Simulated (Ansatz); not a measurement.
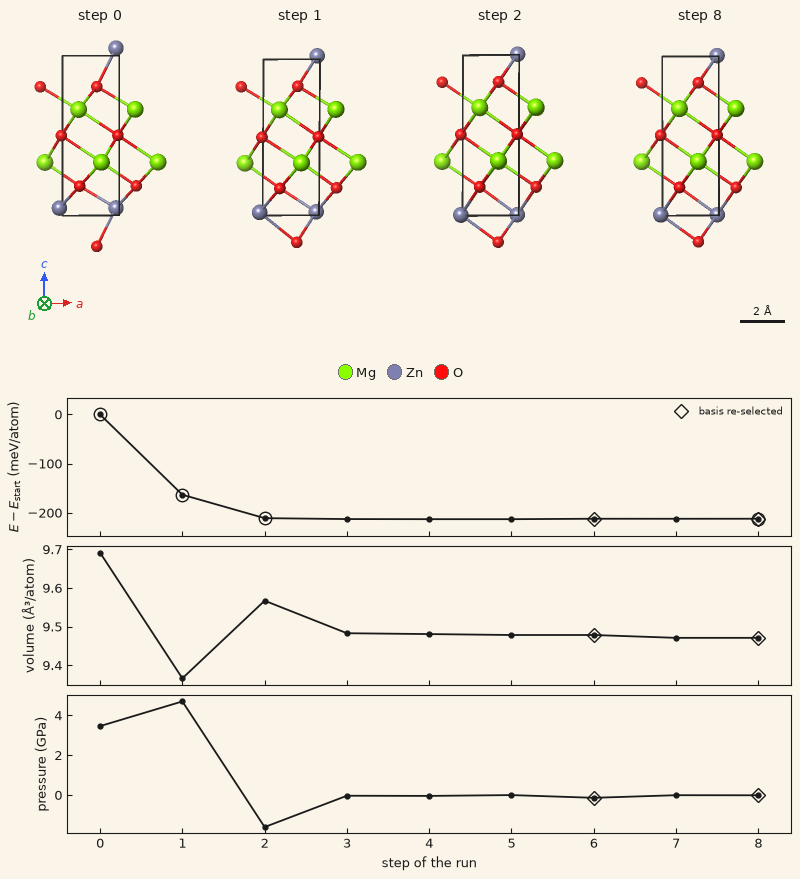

Frames of a relaxation of solid Mg2ZnO3 (built on the database structure type), marked on the history of the run. The picture is a ball-and-stick view of the cell of the calculation, seen along the b axis.

Case: shaken.

Computed with DFT, PBEsol, plane waves, PAW in Ansatz 0.2.0.

The input:
```yaml
crystal:
  lattice:
    - [3.0152306742, -0.0250488422, -0.0016536283]
    - [-1.5293082708, 2.6409353631, 0.0110015759]
    - [-0.0040319453, 0.0286464195, 7.3377059003]
  atoms:
    - { symbol: Mg, position: [0.2850077048, 0.6961036355, 0.6633486236] }
    - { symbol: Mg, position: [0.68921684, 0.3739805235, 0.3329640235] }
    - { symbol: Zn, position: [-0.0546357823, -0.0514610926, 0.0470230364] }
    - { symbol: O, position: [0.3045850671, 0.6858249108, 0.1843915355] }
    - { symbol: O, position: [0.607435256, 0.3690976324, 0.8063560428] }
    - { symbol: O, position: [-0.0198515522, 0.0101529632, 0.5007600343] }
kpoints:
  mp_grid: { grid: [6, 6, 2] }
hamiltonian:
  xc: pbesol
scf:
  occupations: { method: fermi_dirac, width: 0.05 }
relax:
  f_tol: 0.01
  cell: {}
  max_steps: 120
```

Launched with:
```bash
ansatz run input.yaml --threads 2 --pin off --max-ram 2211MiB --backend cpu --events-out ev --progress --plain --runs-dir out
```

What happens along the run?

Answer. The largest move relative to the cell is that of Zn3, 0.35 Å along [1 3 −2]. By element the largest moves are Zn 0.35 Å, O 0.24 Å, Mg 0.15 Å. The volume changes by −2.3 %, with a 3.015 → 2.997 Å (−0.6 %), b 3.052 → 2.997 Å (−1.8 %), c 7.338 → 7.306 Å (−0.4 %), α 89.6° → 90.0°, γ 120.6° → 120.0°. Near-neighbour distances that change, for instance: Zn3–O5 2.664 → 2.135 Å, Mg2–Zn3 2.578 → 2.990 Å, Zn3–O5 (another image) 2.474 → 2.135 Å, Zn3–O4 1.924 → 2.135 Å. New bonds form: Zn3–O5 (2.66 → 2.13 Å). Among the angles between lasting bonds that change: O4–Zn3–O5 158.0° → 180.0°, Mg1–O5–Zn3 161.0° → 178.6°, Zn3–O4–Zn3 102.2° → 89.1°. The space group (tolerance 0.01 Å) goes from P1 (No. 1) to P-3m1 (No. 164). After 6 accepted moves (8 points after the start) the energy has fallen by 212 meV per atom. The largest force component goes from 4.7 to 0.00027 eV/Å. The pressure goes from 3.46 to −0.01 GPa. At 2 points the geometry stayed and the basis and grid were re-selected for the new cell (energy shift of 0.9 meV per atom at most each time). Cost: 29 s on 2 threads of Arm Neoverse V1 (shared host), peak memory 0.35 GiB. From step 0 to 1: Zn3 moves most (0.19 Å), volume −3.4 %, energy −163 meV per atom. From step 1 to 2: Zn3 moves most (0.18 Å), volume +2.1 %, energy −47.7 meV per atom. From step 2 to 8: O5 moves most (0.02 Å), volume −1.0 %, energy −1.2 meV per atom.

```csv
step,"E − E(0), meV/atom","largest force component, eV/Å","pressure, GPa","volume, Å³/atom",note
0,0.00,4.6613,3.46,9.691,
1,-163.16,1.9443,4.70,9.366,
2,-210.82,0.2130,-1.60,9.567,
3,-212.66,0.1339,-0.03,9.483,
4,-212.89,0.0046,-0.04,9.481,
5,-212.90,0.0007,0.00,9.478,
6,-212.02,0.0020,-0.14,9.478,"same geometry, new basis"
7,-212.06,0.0003,-0.01,9.471,
8,-212.01,0.0003,-0.01,9.471,"same geometry, new basis"
```
